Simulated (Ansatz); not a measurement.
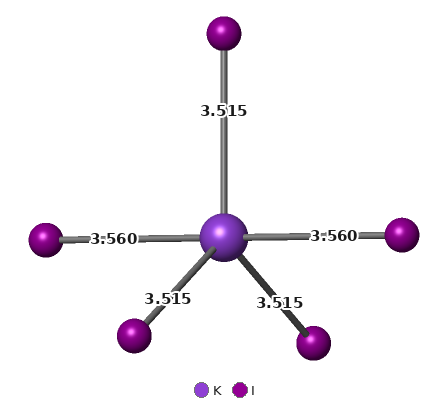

The surroundings of site K1 (at 0.333, 0.667, 0.750) in KI in space group P6_3/mmc, with bond lengths in Å.

Source of the atomic positions: the end point of a relaxation with DFT PBE, scalar-relativistic, plane waves, PAW (Ansatz 0.2.0); the starting structure was generated, so it need not be a known form of this composition.

```
CELL_PARAMETERS angstrom
6.08888 0.00000 0.00000
-3.04444 5.27313 0.00000
0.00000 0.00000 7.11966
ATOMIC_POSITIONS crystal
K 0.33333 0.66667 0.75000
K 0.66667 0.33333 0.25000
I 0.33333 0.66667 0.25000
I 0.66667 0.33333 0.75000
```

Bond valence s = exp((R0 − d)/b), R0 fitted to published crystal structures with b = 0.37 Å; R0 in Å: K+–I 2.916.

Q: Calculate the bond-valence sum of K1 from the bonds drawn.

A: 3 × 0.198 + 2 × 0.175 = 0.95 v.u., against a formal valence of 1: a close match.

Q: And over the whole structure?

A:
```json
{"site": "K1", "x, y, z": "0.333, 0.667, 0.750", "formal valence": "+1", "bond-valence sum": "0.94", "difference": "-0.06"}
{"site": "I1", "x, y, z": "0.333, 0.667, 0.250", "formal valence": "−1", "bond-valence sum": "0.94", "difference": "-0.06"}
```

These sums include all anions within 5 Å. The global instability index (root mean square of the differences over all atoms) is 0.06 v.u.: little strain. Cells relaxed with PBE tend to have slightly long bonds, which lowers the sums.
